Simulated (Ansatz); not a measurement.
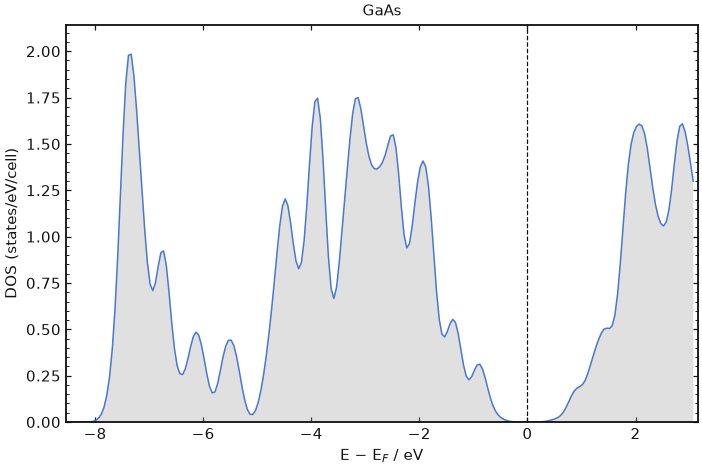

Describe the figure.

Density of states of GaAs, space group I-4m2, 2 atoms in the cell, zincblende type, uniaxial (x) strain −2.5%. Ansatz; DFT, r2SCAN, plane waves, PAW, no spin polarisation, 8×8×8 k mesh, 500 eV cutoff. Energies are counted from the Fermi level, put mid-gap where there is a gap. The curve is built from the levels of the k mesh with Gaussians 0.3 eV wide, which also blur the band edges.

There is a gap; over the k points computed it is 1.06 eV (direct among those points). The upper group of valence states starts about 7.2 eV under the valence-band top (which lies at −0.5 eV on this axis), with a gap beneath it; it holds about 6 electrons a cell.
